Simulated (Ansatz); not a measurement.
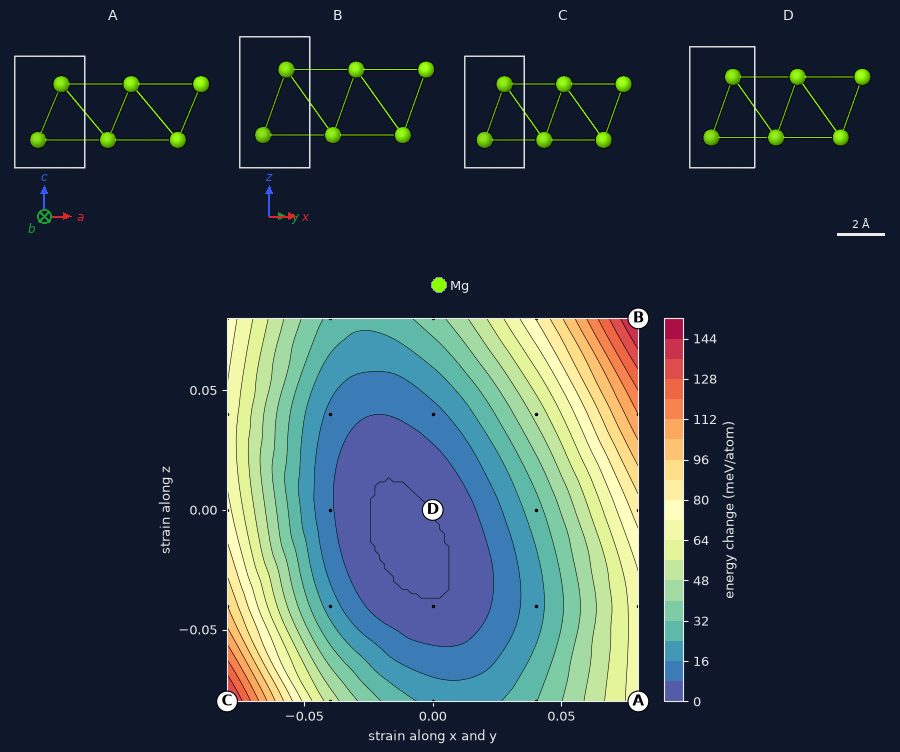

A scan of solid Mg (P6_3/mmc): the cell is strained equally along x and y and separately along z, with the atoms kept at their fractional coordinates. x, y and z are the Cartesian axes of the input. The map is interpolated between the computed points (dots). The lettered frames are marked on it. The picture is a ball-and-stick view of the cell of the calculation, repeated 3 × 3 × 1 with one cell outlined, seen along the b axis.

Level of theory: DFT PBEsol, scalar-relativistic, plane waves, PAW (Ansatz). (plane-wave cutoff 420 eV; k-point mesh 18 × 18 × 10; occupations gaussian; smearing width 0.15 eV; no spin polarisation). Energies (free energies at the smearing named) are counted from the cell as listed in its source, which wasn't relaxed.

Question: What does the map show?

Answer: In pairs of (strain along x and y; strain along z): the lowest computed point lies at (0.000, 0.000) (0.0 meV/atom), the highest at (0.080, 0.080) (148.3 meV/atom). The valley is tilted: raising the in-plane strain is made harder by raising the strain along z (cross term 0.36 of the geometric mean of the two curvatures). Over the ranges scanned the energy rises more along the first axis, the in-plane strain. The pressure runs from −5.7 GPa at (0.080, 0.080) to 12.5 GPa at (−0.080, −0.080). The frames lie at A (0.080, −0.080): 68.9 meV/atom, B (0.080, 0.080): 148.3 meV/atom, C (−0.080, −0.080): 142.0 meV/atom, D (0.000, 0.000): 0.0 meV/atom.
